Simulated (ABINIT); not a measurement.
# Run report: HgTe, phonon bands calculation (part 1 of 4)

System: HgTe (2 atoms in the cell).
Method: Kohn-Sham DFT of a periodic cell, PBE, SPMS NC PBE v1.0, no spin polarisation (ABINIT 10.8.3).

The structure derives from an entry of the Crystallography Open Database.

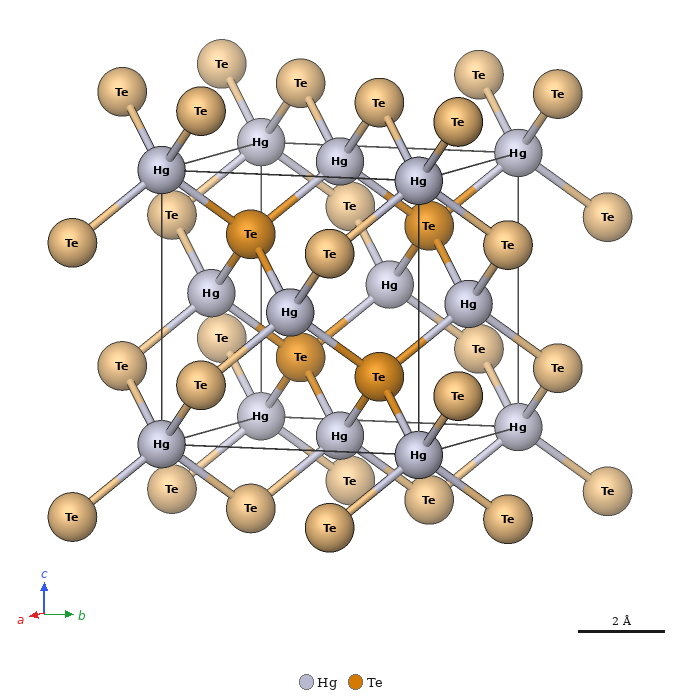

*The structure as given in the input (ball-and-stick view of the cell 4 times as large as that of the calculation, set on its symmetry axes, seen slightly off an axis; neighbours outside the cell are drawn fainter). An atom can appear more than once, as a periodic image.*

Input file
```
ndtset 4

pp_dirpath "./"
pseudos "80_Hg_20_1.9_2.5_pbe_n_v1.0.psp8, 52_Te_16_2.3_2.3_pbe_n_v1.0.psp8"

acell 3*1.0 Angstrom
rprim
     0.0000000000     3.2145000000     3.2145000000
     3.2145000000     0.0000000000     3.2145000000
     3.2145000000     3.2145000000     0.0000000000
ntypat 2
znucl 80 52
natom 2
typat 1 2
xred
            0.0            0.0            0.0
            3/4            3/4            3/4

ecut 26.0

ngkpt 4 4 4
nshiftk 4
shiftk
     0.5000000000     0.5000000000     0.5000000000
     0.5000000000     0.0000000000     0.0000000000
     0.0000000000     0.5000000000     0.0000000000
     0.0000000000     0.0000000000     0.5000000000

ixc 11

nband 26
occopt 3
tsmear 0.00183747

nstep 80

prteig 0
prtebands 0
prtwf 0
prtden 0
prtpot 0

kptopt1 1
tolvrs1 1.0e-15
prtwf1 1
tolwfr1 1.0e-14
nbdbuf1 4
nline1 6

rfphon2 1
rfatpol2 1 2
rfdir2 1 1 1
getwfk2 1
kptopt2 2
nqpt2 1
qpt2 0.0 0.0 0.0
tolvrs2 1.0e-9

rfphon3 1
rfatpol3 1 2
rfdir3 1 1 1
getwfk3 1
kptopt3 3
nqpt3 1
qpt3 1/2 0.0 0.0
tolvrs3 1.0e-9

rfphon4 1
rfatpol4 1 2
rfdir4 1 1 1
getwfk4 1
kptopt4 3
nqpt4 1
qpt4 1/2 1/2 0.0
tolvrs4 1.0e-9
```

File mrgddb.in
```
merged_DDB
HgTe
4
runo_DS1_DDB
runo_DS2_DDB
runo_DS3_DDB
runo_DS4_DDB
```

File anaddb.abi
```
ddb_filepath "merged_DDB"
output_file "anaddb.abo"
outdata_prefix "ana"
asr 1
chneut 0
dipdip 0
dieflag 0
enunit 0
ifcflag 1
brav 1
ngqpt 2 2 2
nqshft 1
q1shft 0.0 0.0 0.0
nqpath 10
ndivsm 6
qpath
     0.0000000000     0.0000000000     0.0000000000
     0.5000000000     0.0000000000     0.5000000000
     0.5000000000     0.2500000000     0.7500000000
     0.3750000000     0.3750000000     0.7500000000
     0.0000000000     0.0000000000     0.0000000000
     0.5000000000     0.5000000000     0.5000000000
     0.6250000000     0.2500000000     0.6250000000
     0.5000000000     0.2500000000     0.7500000000
     0.5000000000     0.5000000000     0.5000000000
     0.3750000000     0.3750000000     0.7500000000
prtdos 2
ng2qpt 20 20 20
dosdeltae 2.0e-5
```

Hardware: 4 threads of Intel Xeon (Granite Rapids), 64 GiB of memory available, shared host.

Run as:
```bash
mpirun --bind-to none -np 4 abinit run.abi > log 2>&1
mrgddb < mrgddb.in > mrgddb.log 2>&1
anaddb anaddb.abi > anaddb.log 2>&1
```

Output
```
.Version 10.8.3 of ABINIT
 DATASET    1 : space group F-4 3 m (#216); Bravais cF (face-center cubic)
================================================================================
 Values of the parameters that define the memory need for DATASET  1.
     intxc =       0    ionmov =       0      iscf =       7    lmnmax =       7
     lnmax =       7     mgfft =      40  mpssoang =       4    mqgrid =    3001
     natom =       2  nloc_mem =       1    nspden =       1   nspinor =       1
    nsppol =       1      nsym =      24    n1xccc =    2501    ntypat =       2
    occopt =       3   xclevel =       2
       mpw =        2846          nfft =       64000          nkpt =          10
================================================================================
================================================================================

 DATASET    2 : space group F-4 3 m (#216); Bravais cF (face-center cubic)
================================================================================
 Values of the parameters that define the memory need for DATASET  2 (RF).
     intxc =       0      iscf =       7    lmnmax =       7     lnmax =       7
     mgfft =      40  mpssoang =       4    mqgrid =    3001     natom =       2
  nloc_mem =       1    nspden =       1   nspinor =       1    nsppol =       1
      nsym =      24    n1xccc =    2501    ntypat =       2    occopt =       3
   xclevel =       2
      nfft =       64000          nkpt =         128
================================================================================
================================================================================

 DATASET    3 : space group F-4 3 m (#216); Bravais cF (face-center cubic)
================================================================================
 Values of the parameters that define the memory need for DATASET  3 (RF).
     intxc =       0      iscf =       7    lmnmax =       7     lnmax =       7
     mgfft =      40  mpssoang =       4    mqgrid =    3001     natom =       2
  nloc_mem =       1    nspden =       1   nspinor =       1    nsppol =       1
      nsym =      24    n1xccc =    2501    ntypat =       2    occopt =       3
   xclevel =       2
      nfft =       64000          nkpt =         256
================================================================================
================================================================================

 DATASET    4 : space group F-4 3 m (#216); Bravais cF (face-center cubic)
================================================================================
 Values of the parameters that define the memory need for DATASET  4 (RF).
     intxc =       0      iscf =       7    lmnmax =       7     lnmax =       7
     mgfft =      40  mpssoang =       4    mqgrid =    3001     natom =       2
  nloc_mem =       1    nspden =       1   nspinor =       1    nsppol =       1
      nsym =      24    n1xccc =    2501    ntypat =       2    occopt =       3
   xclevel =       2
      nfft =       64000          nkpt =         256
================================================================================
================================================================================

--------------------------------------------------------------------------------
------------- Echo of variables that govern the present computation ------------
--------------------------------------------------------------------------------
 -outvars: echo values of preprocessed input variables --------
            acell      1.8897261259E+00  1.8897261259E+00  1.8897261259E+00 Bohr
              amu      2.00590000E+02  1.27600000E+02
             ecut      2.60000000E+01 Hartree
           getwfk1          0
           getwfk2          1
           getwfk3          1
           getwfk4          1
              ixc          11
           jdtset        1    2    3    4
                       outvar_i_n : Printing only first  50 k-points.
           kptopt1          1
           kptopt2          2
           kptopt3          3
           kptopt4          3
         kptrlatt        4   -4    4     -4    4    4     -4   -4    4
          kptrlen      4.85961971E+01
            natom           2
            nband1         26
            nband2         26
            nband3         26
            nband4         26
           nbdbuf1          4
           nbdbuf2          2
           nbdbuf3          2
           nbdbuf4          2
           ndtset           4
            ngfft          40      40      40
             nkpt1         10
             nkpt2        128
             nkpt3        256
             nkpt4        256
            nline1          6
            nline2          4
            nline3          4
            nline4          4
             nqpt1          0
             nqpt2          1
             nqpt3          1
             nqpt4          1
            nstep          80
             nsym          24
           ntypat           2
                       prtocc : prtvol=0, do not print more k-points.
                       prtocc : prtvol=0, do not print more k-points.
                       prtocc : prtvol=0, do not print more k-points.
           occopt           3
        optdriver1          0
        optdriver2          1
        optdriver3          1
        optdriver4          1
           prtden           0
        prtebands           0
           prteig           0
            prtwf1          1
            prtwf2          0
            prtwf3          0
            prtwf4          0
              qpt1     0.00000000E+00  0.00000000E+00  0.00000000E+00
              qpt2     0.00000000E+00  0.00000000E+00  0.00000000E+00
              qpt3     5.00000000E-01  0.00000000E+00  0.00000000E+00
              qpt4     5.00000000E-01  5.00000000E-01  0.00000000E+00
           rfphon1          0
           rfphon2          1
           rfphon3          1
           rfphon4          1
            rprim      0.0000000000E+00  3.2145000000E+00  3.2145000000E+00
                       3.2145000000E+00  0.0000000000E+00  3.2145000000E+00
                       3.2145000000E+00  3.2145000000E+00  0.0000000000E+00
           shiftk      5.00000000E-01  5.00000000E-01  5.00000000E-01
          spgroup         216
           tolvrs1     1.00000000E-15
           tolvrs2     1.00000000E-09
           tolvrs3     1.00000000E-09
           tolvrs4     1.00000000E-09
           tolwfr1     1.00000000E-14
           tolwfr2     0.00000000E+00
           tolwfr3     0.00000000E+00
           tolwfr4     0.00000000E+00
           tsmear      1.83747000E-03 Hartree
            typat      1  2
                       outvars : Printing only first  50 k-points.
           xangst      0.0000000000E+00  0.0000000000E+00  0.0000000000E+00
                       4.8217500000E+00  4.8217500000E+00  4.8217500000E+00
            xcart      0.0000000000E+00  0.0000000000E+00  0.0000000000E+00
                       9.1117869476E+00  9.1117869476E+00  9.1117869476E+00
             xred      0.0000000000E+00  0.0000000000E+00  0.0000000000E+00
                       7.5000000000E-01  7.5000000000E-01  7.5000000000E-01
            znucl       80.00000   52.00000

================================================================================

 chkinp: Checking input parameters for consistency, jdtset=   1.

 chkinp: Checking input parameters for consistency, jdtset=   2.

 chkinp: Checking input parameters for consistency, jdtset=   3.

 chkinp: Checking input parameters for consistency, jdtset=   4.

================================================================================
== DATASET  1 ==================================================================

--- !DatasetInfo
iteration_state: {dtset: 1, }
dimensions: {natom: 2, nkpt: 10, mband: 26, nsppol: 1, nspinor: 1, nspden: 1, mpw: 2846, }
cutoff_energies: {ecut:  26.0, pawecutdg:  -1.0, }
electrons: {nelect:   3.60000000E+01, charge:   0.00000000E+00, occopt:   3.00000000E+00, tsmear:   1.83747000E-03, }
meta: {optdriver: 0, ionmov: 0, optcell: 0, iscf: 7, paral_kgb: 0, }
...

 Exchange-correlation functional for the present dataset will be:
  GGA: Perdew-Burke-Ernzerhof functional - ixc=11
  J.P.Perdew, K.Burke, M.Ernzerhof, PRL 77, 3865 (1996)

 Real(R)+Recip(G) space primitive vectors, cartesian coordinates (Bohr,Bohr^-1):
 R(1)=  0.0000000  6.0745246  6.0745246  G(1)= -0.0823110  0.0823110  0.0823110
 R(2)=  6.0745246  0.0000000  6.0745246  G(2)=  0.0823110 -0.0823110  0.0823110
 R(3)=  6.0745246  6.0745246  0.0000000  G(3)=  0.0823110  0.0823110 -0.0823110
 Unit cell volume ucvol=  4.4829809E+02 bohr^3
 Angles (23,13,12)=  6.00000000E+01  6.00000000E+01  6.00000000E+01 degrees

 getcut: wavevector=  0.0000  0.0000  0.0000  ngfft=  40  40  40
         ecut(hartree)=     26.000   => boxcut(ratio)=   2.02853

--- Pseudopotential description ------------------------------------------------
- pspini: atom type   1  psp file is ./80_Hg_20_1.9_2.5_pbe_n_v1.0.psp8
  80.00000  20.00000    220729                znucl, zion, pspdat
    8   11    3    4       600   0.00000      pspcod,pspxc,lmax,lloc,mmax,r2well
    5.99000000000000    5.00000000000000    0.00000000000000   rchrg,fchrg,qchrg
     nproj     2     2     2     1
     extension_switch     1

- pspini: atom type   2  psp file is ./52_Te_16_2.3_2.3_pbe_n_v1.0.psp8
  52.00000  16.00000    220731                znucl, zion, pspdat
    8   11    2    4       600   0.00000      pspcod,pspxc,lmax,lloc,mmax,r2well
    5.99000000000000    5.00000000000000    0.00000000000000   rchrg,fchrg,qchrg
     nproj     2     2     2
     extension_switch     1

   2.73335181E+03                                ecore*ucvol(ha*bohr**3)
--------------------------------------------------------------------------------

================================================================================

--- !BeginCycle
iteration_state: {dtset: 1, }
solver: {iscf: 7, nstep: 80, nline: 6, wfoptalg: 0, }
tolerances: {tolwfr: 1.00E-14, tolvrs: 1.00E-15, }
...

     iter   Etot(hartree)      deltaE(h)  residm     vres2
 ETOT  1  -262.80317017316    -2.628E+02 3.735E-02 7.053E+01
 ETOT  2  -262.85124429158    -4.807E-02 1.376E-06 1.387E+01
 ETOT  3  -262.85488192081    -3.638E-03 7.425E-05 3.029E-01
 ETOT  4  -262.85493457305    -5.265E-05 1.277E-06 2.541E-02
 ETOT  5  -262.85493593289    -1.360E-06 1.301E-07 1.777E-03
 ETOT  6  -262.85493610007    -1.672E-07 9.063E-09 1.709E-05
 ETOT  7  -262.85493610113    -1.067E-09 1.066E-10 3.051E-07
 ETOT  8  -262.85493610114    -1.063E-11 7.361E-13 4.257E-08
 ETOT  9  -262.85493610114    -2.274E-13 1.769E-13 5.105E-09
 ETOT 10  -262.85493610114     8.527E-13 3.827E-14 7.809E-11
 ETOT 11  -262.85493610115    -6.196E-12 9.703E-15 1.130E-12
 ETOT 12  -262.85493610115     2.956E-12 9.700E-15 1.918E-14
 ETOT 13  -262.85493610114     7.958E-12 9.723E-15 3.320E-16

 At SCF step   13  max residual=  9.72E-15 < tolwfr=  1.00E-14 AND vres2   =  3.32E-16 < tolvrs=  1.00E-15 =>converged.

 Cartesian components of stress tensor (hartree/bohr^3)
  sigma(1 1)= -1.53808249E-04  sigma(3 2)=  0.00000000E+00
  sigma(2 2)= -1.53808249E-04  sigma(3 1)=  0.00000000E+00
  sigma(3 3)= -1.53808249E-04  sigma(2 1)=  0.00000000E+00

--- !ResultsGS
iteration_state: {dtset: 1, }
comment   : Summary of ground state results
lattice_vectors:
- [  0.0000000,   6.0745246,   6.0745246, ]
- [  6.0745246,   0.0000000,   6.0745246, ]
- [  6.0745246,   6.0745246,   0.0000000, ]
lattice_lengths: [   8.59068,    8.59068,    8.59068, ]
lattice_angles: [ 60.000,  60.000,  60.000, ] # degrees, (23, 13, 12)
lattice_volume:   4.4829809E+02
convergence: {deltae:  7.958E-12, res2:  3.320E-16, residm:  9.723E-15, diffor: null, }
etotal    :  -2.62854936E+02
entropy   :   0.00000000E+00
fermie    :   1.88515178E-01
cartesian_stress_tensor: # hartree/bohr^3
- [ -1.53808249E-04,   0.00000000E+00,   0.00000000E+00, ]
- [  0.00000000E+00,  -1.53808249E-04,   0.00000000E+00, ]
- [  0.00000000E+00,   0.00000000E+00,  -1.53808249E-04, ]
pressure_GPa:   4.5252E+00
xred      :
- [  0.0000E+00,   0.0000E+00,   0.0000E+00, Hg]
- [  7.5000E-01,   7.5000E-01,   7.5000E-01, Te]
cartesian_forces: # hartree/bohr
- [  3.54614774E-28,   3.54614774E-28,  -1.06384432E-27, ]
- [ -3.54614774E-28,  -3.54614774E-28,   1.06384432E-27, ]
force_length_stats: {min:   1.17612415E-27, max:   1.17612415E-27, mean:   1.17612415E-27, }
...

 Integrated electronic density in atomic spheres:
 ------------------------------------------------
 Atom  Sphere_radius  Integrated_density
    1        2.00000         16.48359054
    2        2.00000         11.92610415
================================================================================

 ----iterations are completed or convergence reached----

 Mean square residual over all n,k,spin=   28.045E-16; max=  97.226E-16
 reduced coordinates (array xred) for    2 atoms
       0.000000000000      0.000000000000      0.000000000000
       0.750000000000      0.750000000000      0.750000000000
 rms dE/dt=  6.0928E-27; max dE/dt=  8.6165E-27; dE/dt below (all hartree)
    1       0.000000000000      0.000000000000     -0.000000000000
    2       0.000000000000      0.000000000000      0.000000000000

 cartesian coordinates (angstrom) at end:
    1      0.00000000000000     0.00000000000000     0.00000000000000
    2      4.82175000000000     4.82175000000000     4.82175000000000

 cartesian forces (hartree/bohr) at end:
    1      0.00000000000000     0.00000000000000    -0.00000000000000
    2     -0.00000000000000    -0.00000000000000     0.00000000000000
 frms,max,avg= 6.7903559E-28 1.0638443E-27   0.000E+00  0.000E+00  0.000E+00 h/b
```
